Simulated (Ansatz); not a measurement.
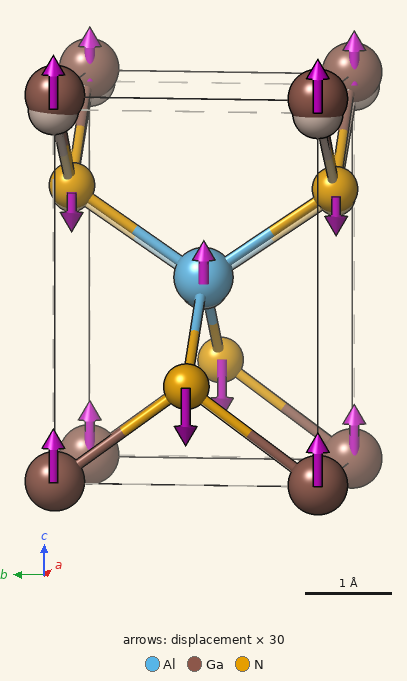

A crystal of AlGaN2 (set up in P-4m2), drawn pale, and a changed version of it, drawn solid. The purple arrows show how the atoms are displaced (without the part that the change of the cell carries along), magnified 30 times. The picture is a ball-and-stick view of the cell of the calculation, seen from a free direction.

Level of theory: DFT LDA, scalar-relativistic, plane waves, PAW in Ansatz. (plane-wave cutoff 420 eV; k-point mesh 8 × 8 × 6; occupations gaussian; smearing width 0.02 eV; no spin polarisation)

**What was done to the structure, and with what result?**

Uniaxial strain along a, −6.0 %, is applied. The b and c axes and the atoms are relaxed. It costs 41.6 meV per atom. The pressure goes from 0.0 to 7.2 GPa. The principal stresses (compression positive) are 21.5 GPa along a and none across it. The gap on the k-mesh: 3.05 eV before, 2.72 eV after. The volume changes by −3.3 %, with a 3.115 → 2.928 Å (−6.0 %), b 3.115 → 3.098 Å (−0.5 %), c 4.384 → 4.534 Å (+3.4 %). The largest move relative to the cell is that of an N atom, 0.023 Å along −c. Largest moves by element: N 0.023 Å, Ga 0.022 Å, Al 0.017 Å. Near-neighbour distances before and after: Al–N 1.880 → 1.849 to 1.874 Å, Ga–N 1.930 → 1.903 to 1.920 Å. The space group (tolerance 0.01 Å) goes from P-4m2 (No. 115) to Pmm2 (No. 25).
